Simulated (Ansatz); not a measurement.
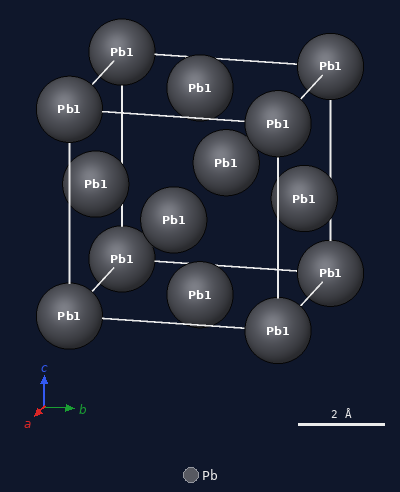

The input geometry (spheres-only view of the cell 4 times as large as that of the calculation, set on its symmetry axes, seen slightly off an axis; atoms are numbered from 1 in the order of the input). An atom can appear more than once, as a periodic image.

## Run report: Pb, band-structure calculation

- system: Pb (1 atom in the cell)
- method: DFT r2SCAN, scalar-relativistic, plane waves, PAW, no spin polarisation (Ansatz 0.2.0)

The structure derives from an entry of the Crystallography Open Database. Figures and captions count atoms from 1; the log counts them from 0 in places.

## Output
```
scf.n_extra_bands = 6 over 7 filled bands (N_el = 14.0): the run solves 13 bands
Engine: ansatz 0.2.0, aarch64-unknown-linux-gnu
Pseudopotentials: kind: paw
Pseudopotential: Pb, paw, valence charge 14, recommended cutoff 500 eV (meta_gga), Pb.paw.azcp
Functional definition: r2SCAN
  parameter k0 = 0.174
  parameter k1 = 0.065
  parameter a1 = 4.9479
  exchange = r2scan_x(k0 = k0, k1 = k1, a1 = a1)
  correlation = r2scan_c
Crystal: 1 atoms, lattice volume = 32.044 Å³
Basis set: ecut = 500 eV, 869 PW (Γ), exchange–correlation on 108×108×108 points (64 copies of the dense FFT grid, shifted against one another)
Bands: 13, of which v1, the nominal top of the filled ones, is band 7 counted from 1 (6 counted from 0)
Symmetry: 48 space group operations
Space group: Fm-3m (ITA 225), of the structure as read, at distance tolerance 3.2e-5 Å
k-points: 104 of 2744
Non-local potential: Pb, projectors of the file, l = 0: 2, l = 1: 2, l = 2: 2, l = 3: 2
PAW form: soft (Blöchl's): semilocal exchange-correlation on the pseudo side does not see the compensation charge
PAW frozen core: Pb, regenerated for the run's functional (the file was generated under x = pbe(κ = 0.804, μ = 0.2195149727645171), c = pbe(β = 0.06672455060314922))
PAW one-centre angular grid: Pb, 590 points (default); XC on 160 Gauss nodes
Initial density: superposition of atomic densities (neutral atoms: chi_scale 0, normalization atom), corrected by the library's trained network
Initial wavefunctions: pseudopotential atomic-orbital guess
Functional: x = r2scan, c = r2scan; τ floored in thin density (d = 2e-4 eV/Å³)
SCF iter   1: F=—  HF=-11920.859257 eV  |F-HF|=—  |Δ(HF+E_count)|=         —  Δρ=6.26e-3  dr2=9.11e-3  dr2_τ=4.62e-4  ethr=1.77e-3  ⟨swp⟩=6.1  Hψ=8918  notcnv=0  defer=11
preconditioner: auto → none  [metal: Δε(μ)=0.026 eV  Ē_g=23.456 eV  σ=0.100 eV  W_gap=0.14  n_scr=8 (ndim 8)  ℏωp=24.5 eV  f_vac=0.000  D(μ)=0.49/eV (n_scr^D=0)  sad-step TF]
SCF iter   2: F=—  HF=-11920.857593 eV  |F-HF|=—  |Δ(HF+E_count)|=   1.66e-3  Δρ=2.95e-3  dr2=2.12e-3  dr2_τ=5.33e-5  ethr=6.51e-5  ⟨swp⟩=2.7  Hψ=3025  notcnv=0  defer=73
SCF iter   3: F=—  HF=-11920.857178 eV  |F-HF|=—  |Δ(HF+E_count)|=   4.15e-4  Δρ=2.98e-4  dr2=2.65e-5  dr2_τ=2.14e-6  ethr=1.52e-5  ⟨swp⟩=2.1  Hψ=1866  notcnv=0  defer=73
SCF iter   4: F=—  HF=-11920.857240 eV  |F-HF|=—  |Δ(HF+E_count)|=   6.19e-5  Δρ=1.28e-4  dr2=4.36e-6  dr2_τ=1.61e-7  ethr=1.89e-7  ⟨swp⟩=2.3  Hψ=1768  notcnv=0  defer=73
SCF iter   5: F=—  HF=-11920.857241 eV  |F-HF|=—  |Δ(HF+E_count)|=   1.52e-6  Δρ=2.57e-5  dr2=1.37e-7  dr2_τ=7.72e-9  ethr=3.11e-8  ⟨swp⟩=2.1  Hψ=1849  notcnv=0  defer=73
SCF iter   6: F=-11920.857242 eV  HF=-11920.857242 eV  |F-HF|=5.06e-10  |Δ(HF+E_count)|=   2.39e-7  Δρ=3.43e-6  dr2=2.21e-9  dr2_τ=3.99e-11  ethr=7.14e-10  ⟨swp⟩=13.5  Hψ=8986  notcnv=0
SCF 1 converged in 6 iterations: F = -11920.857242 eV  dr2 = 2.21e-9
  greatest PAW one-centre occupation: 0.977 electrons in one spin orbital (limit 2), on the Pb atom at site 0 (counted from 0), in its partial waves of l = 2
```

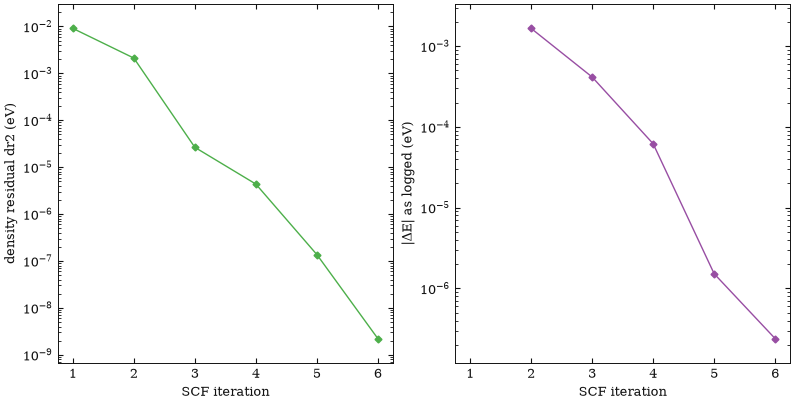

Convergence of the self-consistent field: density residual dr2 and size of the energy change against the SCF iteration. The residual falls at every step.

```
NSCF: frozen V_eff on 86 k-points
NSCF: frozen V_eff on 286 k-points
SCF converged after 6 iterations
Free energy (F): -11920.857242 eV
Harris-Foulkes:  -11920.857242 eV  (|F-HF|=5.06e-10)
Internal energy: -11920.854707 eV  (E = F + TS)
E sigma→0 (E₀):  -11920.855974 eV
Entropy (-TS):   -0.002535 eV (-2.535 meV/atom)
Fermi energy:    10.116834 eV
--- Per-component energies (eV) ---
  E_band       = -55.940524
  E_kinetic    = 287.834768
  E_local      = -1053.823570  (includes V_loc(G=0)·N_el)
  E_nonlocal   = 350.300894
  E_hartree    = 418.537928
  E_xc         = -207.750751
  E_vxc        = -144.657160  (∫ρ·V_xc dr)
  E_paw        = -10433.697869  (= ΣΔE_a)
  E_vpaw       = -343.422073  (= ΣTr[D̂ρ^β])
  E_aug_tail   = 0.000019  (compensation charges beyond the density's cutoff)
  E_vtau       = 10.752235  (kinetic-family band-sum trace: ∫τ·v_τ [+ j·A + Jᵃ·Aᵃ] dr)
  E_ewald      = -1283.221628
  E_core_change = 0.965502  (= ΣΔE_core)
  E_smearing   = -0.002535  (= −TS)
  E_closure    = 0.000000  (closes the sum)
  Σ components = -11920.857242   (vs F -11920.857242, Δ=0.00e0)
--- Forces (eV/Å), atoms counted from 1 ---
  atom   1  Pb    -0.00000000     0.00000000     0.00000000
  max |Σ_I F_I| component: 7.81e-32 eV/Å
--- Stress (GPa, compression-positive) ---
       -1.130693       0.000000       0.000000
        0.000000      -1.130693       0.000000
       -0.000000      -0.000000      -1.130693
  P = ⅓ Tr σ = -1.1307 GPa (-11.307 kbar)
--- Band table (eV; the first three rows and the last of 104) ---
  k-point 0: bands = ["-7.6313", "-7.6313", "-7.6313", "-7.5076", "-7.5076", "-1.8117", "17.3814", "17.3814", "17.3814", "20.4102", "21.6762", "22.7947", "22.7947"]
  k-point 1: bands = ["-7.6313", "-7.6246", "-7.6246", "-7.5080", "-7.5080", "-1.7142", "16.2422", "17.2597", "17.2597", "20.1121", "22.2128", "23.0105", "23.0105"]
  k-point 2: bands = ["-7.6318", "-7.6094", "-7.6094", "-7.5053", "-7.5053", "-1.4220", "14.1141", "16.9498", "16.9498", "19.7502", "23.1507", "23.4875", "23.4875"]
  k-point 103: bands = ["-7.6214", "-7.6212", "-7.5271", "-7.4586", "-7.3522", "3.1461", "8.2702", "9.2776", "10.5616", "20.5685", "21.4620", "23.7439", "23.8992"]
--- Löwdin populations: 1 site ---
  site symbol       q [e]
     0     Pb     13.9639
  spilling = 0.002578 (of n_electrons = 14.000000)
--- Bader charges: 1 site ---
  site symbol  charge [e]  shift [e]
     0     Pb      0.0000     0.0000
  estimated error of the sums over rays = 4.1e-7 e
```

## File populations.tsv
```
# site	symbol	l	j	q
# orbitals = lowdin
# n_electrons = 14.000000
# spilling = 0.002578
0	Pb	0_6S	-	1.844261
0	Pb	1_6P	-	2.128676
0	Pb	2_5D	-	9.990974
```

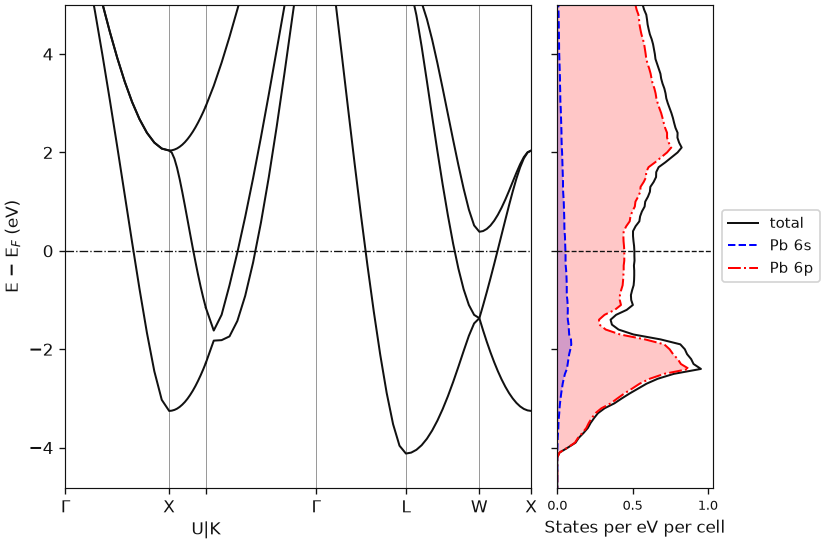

Band structure along Γ–X–U|K–Γ–L–W–X and density of states (projected on Löwdin-orthogonalised atomic shells), with energies from the Fermi level. Bands cross the Fermi level: a metal at this level of theory.

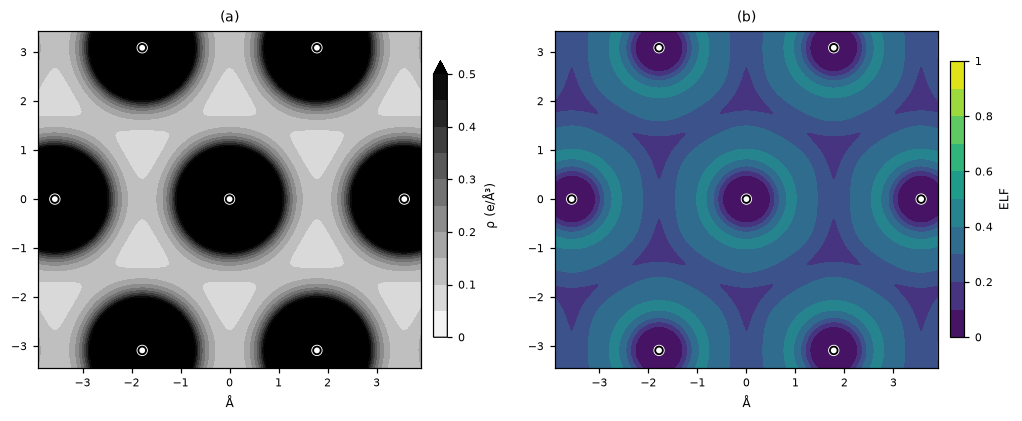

(a) valence electron density; (b) electron localisation function on the (111) plane of the conventional cell. Circles mark the nuclei in the plane (Pb). The section cuts through Pb sites. Pb–Pb (3.57 Å): ρ is about 0.11 e/Å³ halfway; the ELF is about 0.20 at the midpoint; no shared electron pair. Away from the nuclei the density in this plane falls to 0.08 e/Å³ at its lowest. Core electrons are frozen (PAW), so the fields are smoothed inside the atomic spheres.

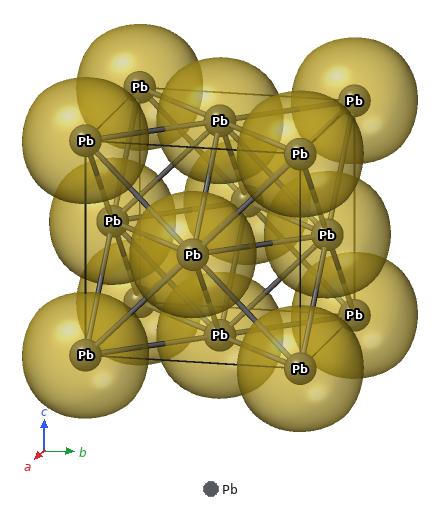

Isosurface of the valence electron density at 0.15 e/Å³ (yellow), seen slightly off an axis. Sticks mark near contacts. The outline is the cell set on symmetry axes. At this value the density breaks into separate islands; it holds about 85 % of the electrons treated as valence (semicore included). It is pinched off along the Pb–Pb (3.57 Å) contacts. On the grid the lowest density along these lines, outside the cores, is 0.11 e/Å³ (Pb–Pb, 3.57 Å).

The run was set up as follows.

## Input
```yaml
crystal:
  lattice:
    - [0.0, 2.5209979029, 2.5209979029]
    - [2.5209979029, 0.0, 2.5209979029]
    - [2.5209979029, 2.5209979029, 0.0]
  atoms:
    - { symbol: Pb, position: [0.0, 0.0, 0.0] }
basis:
  ecutwfc: 500
kpoints:
  mp_grid: { grid: [14, 14, 14] }
  band_path:
    path:
      - [[0.0, 0.0, 0.0], [0.5, 0.0, 0.5], [0.625, 0.25, 0.625]]
      - [[0.375, 0.375, 0.75], [0.0, 0.0, 0.0], [0.5, 0.5, 0.5], [0.5, 0.25, 0.75], [0.5, 0.0, 0.5]]
    npoints: 14
hamiltonian:
  xc: r2scan
scf:
  occupations: { method: gaussian, width: 0.1 }
  n_extra_bands: 6
output:
  forces: true
  stress: true
  eigenvalues: true
  populations: true
  dos: { projected: true, de: 0.02, nscf_kmesh: { grid: [21, 21, 21] } }
  bader: true
  write_density: true
  write_potential: true
  elf: true
  volumetric_format: npy
```

Command:
```bash
ansatz run input.yaml --threads 1 --pin off --max-ram 2560MiB --backend cpu --events-out ev --progress --plain --runs-dir out
```

## Results in brief

| quantity | value |
| --- | --- |
| outcome | converged |
| space group (tolerance 0.01 Å) | Fm-3m (225) |
| electrons treated | 14 |
| free energy | −11920.8572 eV |
| Fermi energy | 10.117 eV |
| gap on the k-point mesh | none (metallic) |
| pressure | −1.13 GPa |
| largest force (length of the vector) | under 0.001 eV/Å |
| hardware | 1 thread of Arm Neoverse V1, 24 GiB of memory available, shared host |
| wall time | 20 s |
| peak memory | 0.42 GiB |

## Remarks

Spin–orbit coupling is left out, which matters for Pb.
